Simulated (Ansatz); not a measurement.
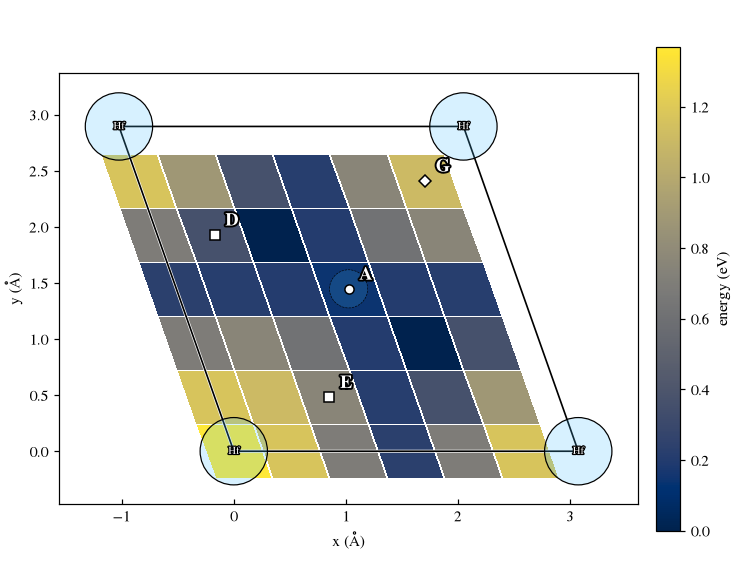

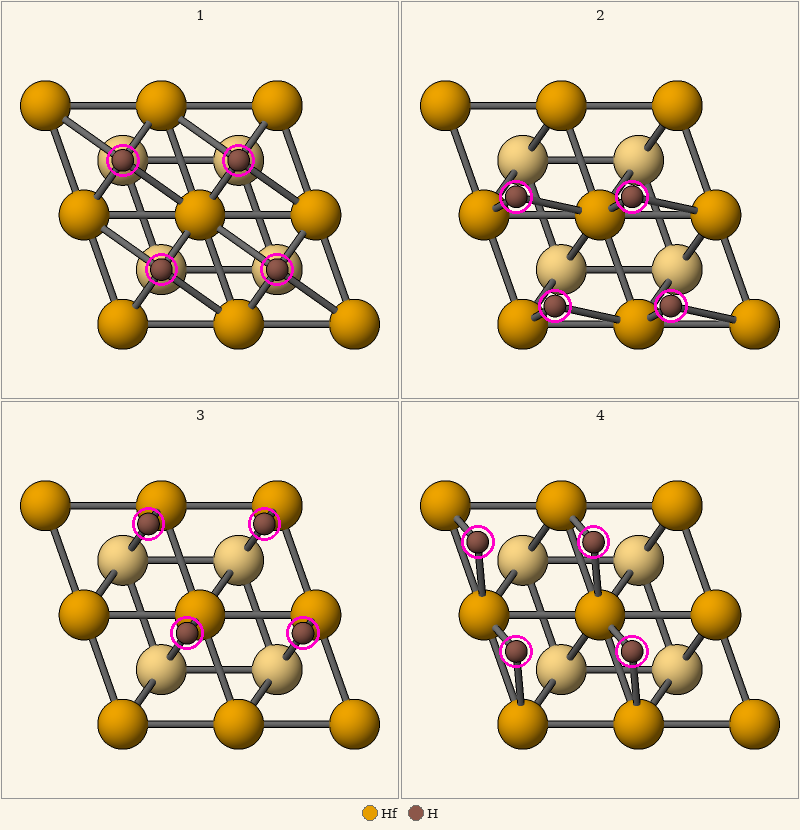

H on a Hf(110) slab cut from the Im-3m phase, its upper half relaxed before the scan (3 atoms of substrate and one adsorbate in a 1 × 1 cell). H is moved over the surface cell; relaxed at each place: the height of the adsorbate's atoms; substrate rigid; the origin of the map has the adsorbate above Hf3. Places are given modulo a cell vector. The map is drawn in real space over the plane of the surface. The scan uses a 6 × 6 grid; 13 points were computed and 23 follow by symmetry. Energies are in eV, from the lowest grid point. With one adsorbate in each 1 × 1 cell, its nearest image is 3.1 Å away, so neighbouring adsorbates interact. The calculation used DFT PBE, scalar-relativistic, plane waves, PAW in Ansatz 0.2.0. Settings: cutoff 420 eV, k-mesh 9×9×1, gaussian smearing 0.1 eV, no spin polarisation.

The picture shows one coloured cell a grid point, labelled circles for the atoms of the top layer and small ones for the second layer, the outline of one cell of the plane, lettered points. The numbered pictures are the structures at these points, in random order. Rings mark the moved atoms.

> Which structure belongs to which point?

A is structure 1: a bridge site between two Hf atoms, over a second-layer Hf atom, (3/6, 3/6) of the cell vectors, 0.14 eV; D is structure 4: (1/6, 4/6) of the cell vectors [nearest 1 Hf at 1.90 Å], 0.36 eV; E is structure 2: (2/6, 1/6) of the cell vectors [nearest 1 Hf at 1.87 Å], 0.76 eV; G is structure 3: (5/6, 5/6) of the cell vectors [nearest 1 Hf at 1.86 Å], 1.11 eV.
